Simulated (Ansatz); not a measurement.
Geometry relaxation of SnO (part 1 of 3)

- system: SnO (Pm-3m, 2 atoms in the cell)
- method: DFT PBE+D3(BJ), scalar-relativistic, plane waves, PAW, no spin polarisation (Ansatz 0.2.0)

The structure derives from an entry of the Crystallography Open Database. It belongs to a series of runs on one base structure; here: 3 of 3 Ca taken out, relaxed.

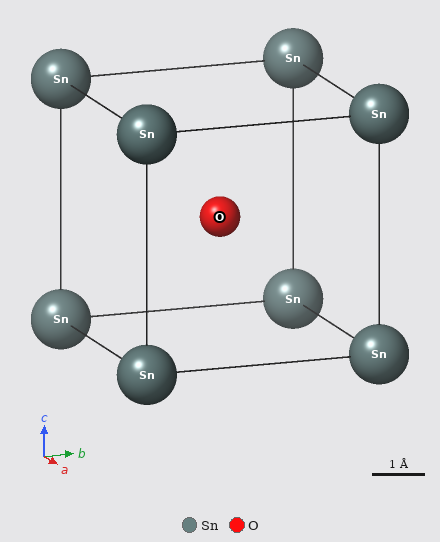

Fig. 1: The structure as given in the input (ball-and-stick view of the cell of the calculation, seen slightly off an axis). An atom can appear more than once, as a periodic image.

Results in brief:

| quantity | value |
| --- | --- |
| outcome | converged |
| space group (tolerance 0.01 Å) | Pm-3m (221) |
| electrons treated | 20 |
| free energy | −6590.7123 eV |
| Fermi energy | 11.417 eV |
| gap on the k-point mesh | 0.49 eV |
| pressure | 0.00 GPa |
| final volume | 29.98 Å³ |
| largest force (length of the vector) at the end | under 0.001 eV/Å |
| final cell | a = 3.107 Å, b = 3.107 Å, c = 3.107 Å, α = 90.00°, β = 90.00°, γ = 90.00° |
| hardware | 2 threads of AMD EPYC (Zen 3), 189 GiB of memory available, shared host |
| wall time | 16 s (CPU time 27 s) |
| peak memory | 0.35 GiB |

Input:
```yaml
crystal:
  lattice:
    - [4.7800965654, 0.0, 0.0]
    - [0.0, 4.7800965654, 0.0]
    - [0.0, 0.0, 4.7800965654]
  atoms:
    - { symbol: Sn, position: [0.0, 0.0, 0.0] }
    - { symbol: O, position: [0.5, 0.5, 0.5] }
basis:
  ecutwfc: 420
kpoints:
  mp_grid: { grid: [4, 4, 4] }
hamiltonian:
  xc: pbe
  dispersion: d3bj
scf:
  occupations: { method: gaussian, width: 0.1 }
output:
  forces: true
  stress: true
  eigenvalues: true
relax:
  adjacent_minimum: "off"
  f_tol: 0.0325
  max_steps: 70
  cell: { stress_tol: 0.24 }
```

Launch command:
```bash
ansatz run input.yaml --threads 2 --pin off --max-ram 5120MiB --backend cpu --events-out ev --progress --plain --runs-dir out
```

The program's output:
```
Engine: ansatz 0.2.0, x86_64-unknown-linux-gnu
Pseudopotentials: kind: paw
Pseudopotential: Sn, paw, valence charge 14, recommended cutoff 420 eV (normal), Sn.paw.azcp
Pseudopotential: O, paw, valence charge 6, recommended cutoff 420 eV (normal), O.paw.azcp
Functional definition: PBE
  parameter kappa = 0.804
  parameter beta = 0.06672455060314922
  exchange = pbe_x(kappa = kappa, mu = beta*pi^2/3)
  correlation = pbe_c(beta = beta)
Crystal: 2 atoms, lattice volume = 109.222 Å³
Basis set: ecut = 420 eV, 2103 PW (Γ), exchange–correlation on 64×64×64 points (8 copies of the dense FFT grid, shifted against one another)
Bands: 14, of which v1, the nominal top of the filled ones, is band 10 counted from 1 (9 counted from 0)
Symmetry: 48 space group operations
Space group: Pm-3m (ITA 221), of the structure as read, at distance tolerance 4.8e-5 Å
k-points: 10 of 64
Non-local potential: Sn, projectors of the file, l = 0: 2, l = 1: 2, l = 2: 2, l = 3: 2
Non-local potential: O, projectors of the file, l = 0: 2, l = 1: 2, l = 2: 1
PAW form: soft (Blöchl's): semilocal exchange-correlation on the pseudo side does not see the compensation charge
PAW one-centre angular grid: Sn, 590 points (default); XC on 64 Gauss nodes
PAW one-centre angular grid: O, 110 points (default); XC on 64 Gauss nodes
Initial density: superposition of atomic densities (neutral atoms: chi_scale 0, normalization atom), corrected by the library's trained network
Initial wavefunctions: pseudopotential atomic-orbital guess
Functional: x = pbe(κ = 0.804, μ = 0.2195149727645171), c = pbe(β = 0.06672455060314922)
SCF iter   1: F=—  HF=-6585.189207 eV  |F-HF|=—  |Δ(HF+E_count)|=         —  Δρ=4.06e-2  dr2=3.62e0  ethr=1.77e-3  ⟨swp⟩=6.8  Hψ=853  notcnv=0
preconditioner: auto → Resta (q_TF=auto, 2.056 Å⁻¹)  ε∞=6.1  [insulator: Δε(μ)=0.254 eV  Ē_g=4.461 eV  σ=0.100 eV  W_gap=0.90  n_scr=18 (ndim 8)  ℏωp=10.0 eV  f_vac=0.098  D(μ)=0.50/eV (n_scr^D=0)  ε∞_Penn≈6.1]
SCF iter   2: F=—  HF=-6589.230621 eV  |F-HF|=—  |Δ(HF+E_count)|=    4.04e0  Δρ=2.42e-1  dr2=1.26e2  ethr=1.77e-3  ⟨swp⟩=3.4  Hψ=353  notcnv=0  recentre
preconditioner: auto → LDOS  [metal: Δε(μ)=0.068 eV  Ē_g=4.482 eV  σ=0.100 eV  W_gap=0.37  n_scr=18 (ndim 8)  ℏωp=10.0 eV  f_vac=0.114  D(μ)=3.85/eV (n_scr^D=26)  β→1.0]
SCF iter   3: F=—  HF=-6585.025624 eV  |F-HF|=—  |Δ(HF+E_count)|=    4.20e0  Δρ=9.94e-3  dr2=3.18e-1  ethr=1.77e-3  ⟨swp⟩=2.9  Hψ=323  notcnv=0
SCF iter   4: F=—  HF=-6585.004354 eV  |F-HF|=—  |Δ(HF+E_count)|=   2.13e-2  Δρ=3.19e-3  dr2=4.73e-2  ethr=1.59e-3  ⟨swp⟩=1.0  Hψ=180  notcnv=0
SCF iter   5: F=—  HF=-6585.000417 eV  |F-HF|=—  |Δ(HF+E_count)|=   3.94e-3  Δρ=2.77e-3  dr2=1.22e-2  ethr=2.37e-4  ⟨swp⟩=1.2  Hψ=142  notcnv=0
SCF iter   6: F=—  HF=-6584.999790 eV  |F-HF|=—  |Δ(HF+E_count)|=   6.27e-4  Δρ=5.53e-4  dr2=4.34e-4  ethr=6.11e-5  ⟨swp⟩=1.0  Hψ=180  notcnv=0
SCF iter   7: F=—  HF=-6584.999778 eV  |F-HF|=—  |Δ(HF+E_count)|=   1.17e-5  Δρ=5.57e-4  dr2=1.04e-3  ethr=2.17e-6  ⟨swp⟩=2.0  Hψ=169  notcnv=0
SCF iter   8: F=—  HF=-6584.999718 eV  |F-HF|=—  |Δ(HF+E_count)|=   6.03e-5  Δρ=2.47e-4  dr2=2.10e-4  ethr=2.17e-6  ⟨swp⟩=1.0  Hψ=140  notcnv=0
SCF iter   9: F=—  HF=-6584.999704 eV  |F-HF|=—  |Δ(HF+E_count)|=   1.39e-5  Δρ=8.15e-5  dr2=2.10e-5  ethr=1.05e-6  ⟨swp⟩=1.1  Hψ=141  notcnv=0
SCF iter  10: F=—  HF=-6584.999701 eV  |F-HF|=—  |Δ(HF+E_count)|=   3.24e-6  Δρ=1.59e-6  dr2=2.32e-9  ethr=5.00e-10  ⟨swp⟩=6.4  Hψ=735  notcnv=0
SCF iter  11: F=-6584.999701 eV  HF=-6584.999701 eV  |F-HF|=4.79e-9  |Δ(HF+E_count)|=  4.13e-10  Δρ=1.50e-6  dr2=5.30e-9  ethr=1.16e-11  ⟨swp⟩=1.5  Hψ=414  notcnv=0
SCF 1 converged in 11 iterations: F = -6584.999701 eV  dr2 = 5.30e-9
  greatest PAW one-centre occupation: 0.992 electrons in one spin orbital (limit 2), on the Sn atom at site 0 (counted from 0), in its partial waves of l = 2
relax step   1: F+E_penalty+E_count = -6584.99970067 eV  Δ(F+E_penalty+E_count) = +0.000e0 eV  max|allowed force component| = 1.913e-29 eV/Å  Δτ_max = 0.0000 Å  P = -6.704 GPa  Ω = 109.222 Å³  (11 SCF iters, dr2 threshold 1.00e-7 eV, accepted)
Crystal: 2 atoms, lattice volume = 94.014 Å³
Basis set: ecut = 420 eV, 1839 PW (Γ), exchange–correlation on 64×64×64 points (8 copies of the dense FFT grid, shifted against one another)
Initial density: handed on by an earlier stage of this run
Initial wavefunctions: those handed on with the density
iter 1 solved again at ethr=5.83e-4 eV; its pass at ethr=3.10e-3 eV (dr2=1.17e-1 eV) is discarded
SCF iter   1: F=—  HF=-6585.733107 eV  |F-HF|=—  |Δ(HF+E_count)|=         —  Δρ=9.58e-3  dr2=1.21e-1  ethr=5.83e-4  ⟨swp⟩=1.5  Hψ=1125  notcnv=0
preconditioner: auto → LDOS  [insulator: Δε(μ)=0.206 eV  Ē_g=4.540 eV  σ=0.100 eV  W_gap=0.78  n_scr=18 (ndim 8)  ℏωp=10.8 eV  f_vac=0.037  D(μ)=2.40/eV (n_scr^D=18)  ε∞_Penn≈6.7  β→1.0]
SCF iter   2: F=—  HF=-6585.783621 eV  |F-HF|=—  |Δ(HF+E_count)|=   5.05e-2  Δρ=2.18e-2  dr2=8.48e-1  ethr=5.83e-4  ⟨swp⟩=2.4  Hψ=207  notcnv=0  recentre
SCF iter   3: F=—  HF=-6585.727834 eV  |F-HF|=—  |Δ(HF+E_count)|=   5.58e-2  Δρ=3.93e-3  dr2=1.67e-2  ethr=5.83e-4  ⟨swp⟩=2.0  Hψ=254  notcnv=0
SCF iter   4: F=—  HF=-6585.727740 eV  |F-HF|=—  |Δ(HF+E_count)|=   9.45e-5  Δρ=1.42e-3  dr2=2.91e-3  ethr=8.33e-5  ⟨swp⟩=1.0  Hψ=140  notcnv=0
SCF iter   5: F=—  HF=-6585.727628 eV  |F-HF|=—  |Δ(HF+E_count)|=   1.11e-4  Δρ=1.90e-4  dr2=7.70e-5  ethr=1.46e-5  ⟨swp⟩=1.0  Hψ=140  notcnv=0
SCF iter   6: F=—  HF=-6585.727568 eV  |F-HF|=—  |Δ(HF+E_count)|=   6.06e-5  Δρ=5.02e-5  dr2=3.81e-6  ethr=3.85e-7  ⟨swp⟩=1.1  Hψ=143  notcnv=0
SCF iter   7: F=-6585.727568 eV  HF=-6585.727568 eV  |F-HF|=5.66e-8  |Δ(HF+E_count)|=   3.66e-7  Δρ=9.15e-6  dr2=9.79e-8  ethr=1.00e-9  ⟨swp⟩=5.9  Hψ=734  notcnv=0
SCF 2 converged in 7 iterations: F = -6585.727568 eV  dr2 = 9.79e-8
relax step   2: F+E_penalty+E_count = -6585.72756817 eV  Δ(F+E_penalty+E_count) = -7.279e-1 eV  max|allowed force component| = 5.341e-31 eV/Å  Δτ_max = 0.0000 Å  P = -8.483 GPa  Ω = 94.014 Å³  energy of the carried Pulay correction = +1.227e-2 eV  (7 SCF iters, dr2 threshold 2.00e-7 eV, accepted)
Crystal: 2 atoms, lattice volume = 79.997 Å³
Basis set: ecut = 420 eV, 1551 PW (Γ), exchange–correlation on 64×64×64 points (8 copies of the dense FFT grid, shifted against one another)
iter 1 solved again at ethr=5.34e-4 eV; its pass at ethr=3.10e-3 eV (dr2=1.07e-1 eV) is discarded
SCF iter   1: F=—  HF=-6586.583059 eV  |F-HF|=—  |Δ(HF+E_count)|=         —  Δρ=1.00e-2  dr2=1.09e-1  ethr=5.34e-4  ⟨swp⟩=1.1  Hψ=1051  notcnv=0
preconditioner: auto → Resta (q_TF=auto, 2.165 Å⁻¹)  ε∞=6.6  [insulator: Δε(μ)=0.305 eV  Ē_g=4.967 eV  σ=0.100 eV  W_gap=0.77  n_scr=18 (ndim 8)  ℏωp=11.7 eV  f_vac=0.003  D(μ)=2.22/eV (n_scr^D=18)  ε∞_Penn≈6.6]
SCF iter   2: F=—  HF=-6586.576490 eV  |F-HF|=—  |Δ(HF+E_count)|=   6.57e-3  Δρ=4.62e-3  dr2=2.09e-2  ethr=5.34e-4  ⟨swp⟩=1.0  Hψ=140  notcnv=0
SCF iter   3: F=—  HF=-6586.576103 eV  |F-HF|=—  |Δ(HF+E_count)|=   3.88e-4  Δρ=6.72e-4  dr2=5.02e-4  ethr=1.04e-4  ⟨swp⟩=1.0  Hψ=140  notcnv=0
SCF iter   4: F=—  HF=-6586.576472 eV  |F-HF|=—  |Δ(HF+E_count)|=   3.69e-4  Δρ=1.46e-4  dr2=3.26e-5  ethr=2.51e-6  ⟨swp⟩=3.0  Hψ=256  notcnv=0
SCF iter   5: F=—  HF=-6586.576457 eV  |F-HF|=—  |Δ(HF+E_count)|=   1.49e-5  Δρ=3.32e-5  dr2=1.04e-6  ethr=1.63e-7  ⟨swp⟩=2.9  Hψ=235  notcnv=0
SCF iter   6: F=-6586.576459 eV  HF=-6586.576459 eV  |F-HF|=4.74e-8  |Δ(HF+E_count)|=   2.77e-6  Δρ=1.13e-5  dr2=1.55e-7  ethr=1.00e-9  ⟨swp⟩=7.2  Hψ=741  notcnv=0
SCF 3 converged in 6 iterations: F = -6586.576459 eV  dr2 = 1.55e-7
relax step   3: F+E_penalty+E_count = -6586.57645941 eV  Δ(F+E_penalty+E_count) = -8.489e-1 eV  max|allowed force component| = 3.131e-30 eV/Å  Δτ_max = 0.0000 Å  P = -10.717 GPa  Ω = 79.997 Å³  energy of the carried Pulay correction = +2.533e-2 eV  (6 SCF iters, dr2 threshold 2.00e-7 eV, accepted)
Crystal: 2 atoms, lattice volume = 67.707 Å³
Basis set: ecut = 420 eV, 1357 PW (Γ), exchange–correlation on 64×64×64 points (8 copies of the dense FFT grid, shifted against one another)
iter 1 solved again at ethr=4.27e-4 eV; its pass at ethr=3.10e-3 eV (dr2=8.55e-2 eV) is discarded
SCF iter   1: F=—  HF=-6587.503570 eV  |F-HF|=—  |Δ(HF+E_count)|=         —  Δρ=9.86e-3  dr2=8.66e-2  ethr=4.27e-4  ⟨swp⟩=1.0  Hψ=1028  notcnv=0
preconditioner: auto → Resta (q_TF=auto, 2.227 Å⁻¹)  ε∞=6.4  [insulator: Δε(μ)=0.441 eV  Ē_g=5.494 eV  σ=0.100 eV  W_gap=0.74  n_scr=18 (ndim 8)  ℏωp=12.8 eV  f_vac=0.000  D(μ)=2.23/eV (n_scr^D=18)  ε∞_Penn≈6.4]
SCF iter   2: F=—  HF=-6587.497084 eV  |F-HF|=—  |Δ(HF+E_count)|=   6.49e-3  Δρ=4.50e-3  dr2=1.71e-2  ethr=4.27e-4  ⟨swp⟩=1.0  Hψ=140  notcnv=0
SCF iter   3: F=—  HF=-6587.496481 eV  |F-HF|=—  |Δ(HF+E_count)|=   6.03e-4  Δρ=6.84e-4  dr2=3.76e-4  ethr=8.56e-5  ⟨swp⟩=1.1  Hψ=142  notcnv=0
SCF iter   4: F=—  HF=-6587.496750 eV  |F-HF|=—  |Δ(HF+E_count)|=   2.70e-4  Δρ=1.51e-4  dr2=2.34e-5  ethr=1.88e-6  ⟨swp⟩=2.6  Hψ=238  notcnv=0
SCF iter   5: F=—  HF=-6587.496763 eV  |F-HF|=—  |Δ(HF+E_count)|=   1.27e-5  Δρ=3.57e-5  dr2=1.23e-6  ethr=1.17e-7  ⟨swp⟩=2.0  Hψ=215  notcnv=0
SCF iter   6: F=-6587.496765 eV  HF=-6587.496765 eV  |F-HF|=7.61e-8  |Δ(HF+E_count)|=   1.98e-6  Δρ=8.21e-6  dr2=4.00e-8  ethr=1.00e-9  ⟨swp⟩=7.2  Hψ=732  notcnv=0
SCF 4 converged in 6 iterations: F = -6587.496765 eV  dr2 = 4.00e-8
relax step   4: F+E_penalty+E_count = -6587.49676509 eV  Δ(F+E_penalty+E_count) = -9.203e-1 eV  max|allowed force component| = 7.971e-31 eV/Å  Δτ_max = 0.0000 Å  P = -12.926 GPa  Ω = 67.707 Å³  energy of the carried Pulay correction = +3.849e-2 eV  (6 SCF iters, dr2 threshold 2.00e-7 eV, accepted)
Crystal: 2 atoms, lattice volume = 56.745 Å³
Basis set: ecut = 420 eV, 1141 PW (Γ), exchange–correlation on 64×64×64 points (8 copies of the dense FFT grid, shifted against one another)
iter 1 solved again at ethr=3.02e-4 eV; its pass at ethr=3.10e-3 eV (dr2=6.04e-2 eV) is discarded
SCF iter   1: F=—  HF=-6588.484975 eV  |F-HF|=—  |Δ(HF+E_count)|=         —  Δρ=9.15e-3  dr2=6.11e-2  ethr=3.02e-4  ⟨swp⟩=1.0  Hψ=1047  notcnv=0
preconditioner: auto → none  [insulator: Δε(μ)=0.549 eV  Ē_g=17.331 eV  σ=0.100 eV  W_gap=0.58  n_scr=6 (ndim 8)  ℏωp=22.0 eV  f_vac=0.000  D(μ)=2.03/eV (n_scr^D=18)  ε∞_Penn≈2.6]
SCF iter   2: F=—  HF=-6588.478996 eV  |F-HF|=—  |Δ(HF+E_count)|=   5.98e-3  Δρ=3.67e-3  dr2=8.77e-3  ethr=3.02e-4  ⟨swp⟩=1.0  Hψ=140  notcnv=0
SCF iter   3: F=—  HF=-6588.478826 eV  |F-HF|=—  |Δ(HF+E_count)|=   1.70e-4  Δρ=4.37e-4  dr2=7.98e-5  ethr=4.39e-5  ⟨swp⟩=1.2  Hψ=143  notcnv=0
SCF iter   4: F=—  HF=-6588.478940 eV  |F-HF|=—  |Δ(HF+E_count)|=   1.14e-4  Δρ=1.36e-4  dr2=1.15e-5  ethr=3.99e-7  ⟨swp⟩=2.1  Hψ=240  notcnv=0
iter 5 did not close the SCF: its close was put off for the readings that it lacked (scf_convergence_deferred on its scf_iter line)
SCF iter   5: F=-6588.478936 eV  HF=-6588.478936 eV  |F-HF|=3.59e-8  |Δ(HF+E_count)|=   4.46e-6  Δρ=1.11e-5  dr2=1.06e-7  ethr=5.74e-8  ⟨swp⟩=2.0  Hψ=217  notcnv=0
SCF iter   6: F=-6588.478936 eV  HF=-6588.478936 eV  |F-HF|=2.57e-9  |Δ(HF+E_count)|=   2.94e-8  Δρ=2.17e-6  dr2=4.03e-9  ethr=5.28e-10  ⟨swp⟩=4.2  Hψ=686  notcnv=0
SCF 5 converged in 6 iterations: F = -6588.478936 eV  dr2 = 4.03e-9
relax step   5: F+E_penalty+E_count = -6588.47893583 eV  Δ(F+E_penalty+E_count) = -9.822e-1 eV  max|allowed force component| = 5.013e-31 eV/Å  Δτ_max = 0.0000 Å  P = -15.664 GPa  Ω = 56.745 Å³  energy of the carried Pulay correction = +5.183e-2 eV  (6 SCF iters, dr2 threshold 2.00e-7 eV, accepted)
Crystal: 2 atoms, lattice volume = 47.035 Å³
Basis set: ecut = 420 eV, 925 PW (Γ), exchange–correlation on 64×64×64 points (8 copies of the dense FFT grid, shifted against one another)
iter 1 solved again at ethr=1.92e-4 eV; its pass at ethr=3.10e-3 eV (dr2=3.84e-2 eV) is discarded
```
